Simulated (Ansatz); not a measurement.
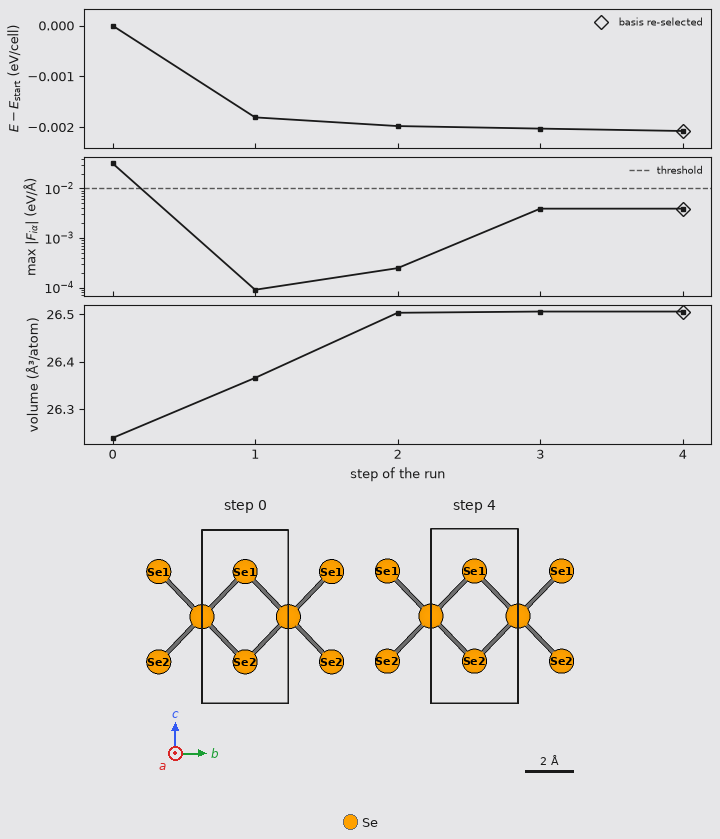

First and last geometry of a relaxation of crystalline Se (a generated structure, set up in Pmmm), with the history of the run. A ball-and-stick model of the cell of the calculation, seen along the a axis.

Method: Ansatz, DFT PBE, scalar-relativistic, plane waves, PAW.

Input
```yaml
crystal:
  lattice:
    - [2.9240836899, 0.0, 0.0]
    - [0.0, 3.6623899969, 0.0]
    - [0.0, 0.0, 7.3505252079]
  atoms:
    - { symbol: Se, position: [0.5, 0.5, 0.7600528135] }
    - { symbol: Se, position: [0.5, 0.5, 0.2399471865] }
    - { symbol: Se, position: [0.5, 0.0, 0.5] }
basis:
  ecutwfc: 420
kpoints:
  mp_grid: { grid: [16, 12, 6] }
hamiltonian:
  xc: pbe
scf:
  occupations: { method: gaussian, width: 0.1 }
output:
  forces: true
  stress: true
  eigenvalues: true
  write_density: true
  write_potential: true
  elf: true
  volumetric_format: npy
relax:
  adjacent_minimum: "off"
  f_tol: 0.01
  max_steps: 80
  cell: { stress_tol: 0.05 }
```

Command:
```bash
ansatz run input.yaml --threads 1 --pin off --max-ram 2560MiB --backend cpu --events-out ev --progress --plain --runs-dir out
```

What do the curves and the structures tell?

It converged. The energy falls by 2.1 meV per cell of the calculation in 3 accepted moves (4 points after the start). The largest force component goes from 0.032 to 0.0039 eV/Å. The pressure goes from 0.17 to −0.01 GPa. At 1 point the geometry stayed and the basis and grid were re-selected for the new cell (energy shift of less than 0.05 meV per cell of the calculation at most each time). The largest moves relative to the cell, 0.015 Å, are those of Se1 and Se2. Se2 goes along +c. Cell: a 2.924 → 2.910 Å (−0.5 %), b 3.662 → 3.691 Å (+0.8 %), c 7.351 → 7.403 Å (+0.7 %). Volume +1.0 %. Among the contacts that change: Se1–Se3 2.647 → 2.656 Å. The space group stays Pmmm (No. 47).
